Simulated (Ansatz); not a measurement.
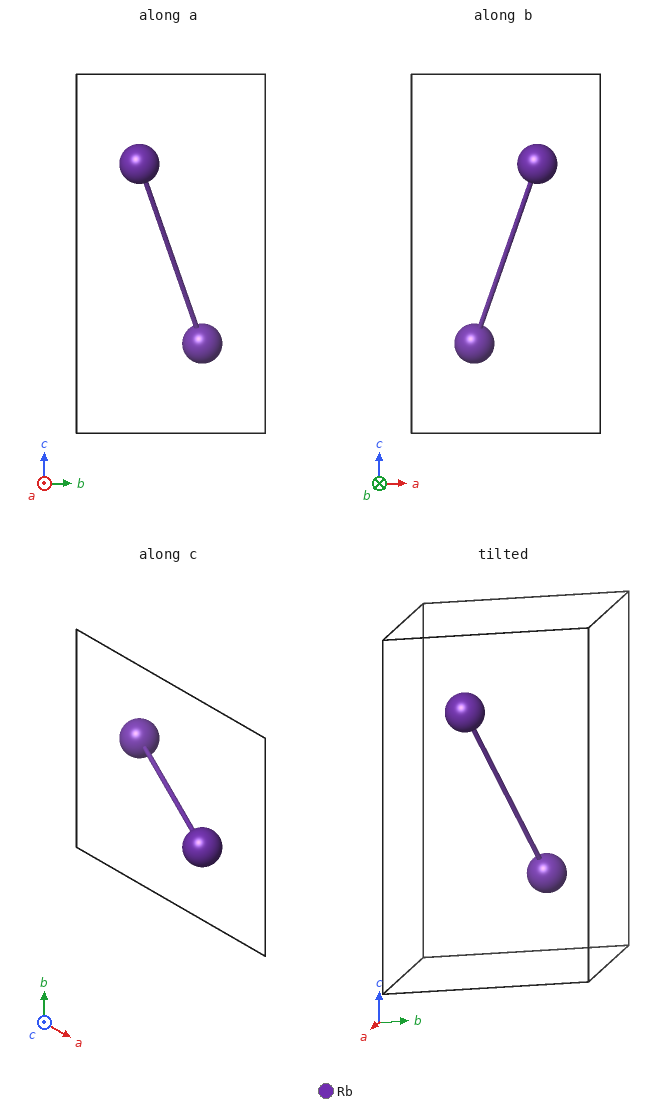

We look at a ball-and-stick model of the crystal along the a axis, along the b axis, along the c axis and slightly off an axis. Thin lines show the conventional unit cell, with boundary atoms drawn in all their periodic places.

Lattice parameters: a = 4.718 Å, b = 4.718 Å, c = 7.779 Å, α = 90.00°, β = 90.00°, γ = 120.00°. Put a along x and b in the xy plane.

Q: Put the structure into a POSCAR file.

A:
```
Rb
1.0
     4.718    0.000    0.000
    -2.359    4.086    0.000
     0.000    0.000    7.779
Rb
2
Direct
  0.3333 0.6667 0.2500
  0.6667 0.3333 0.7500
```

It goes back to a structure type filled with this element by a generator (whether the element takes this form wasn't checked). Earlier steps of the study may have refined or changed the cell and positions. It was run through Ansatz as a DFT input.
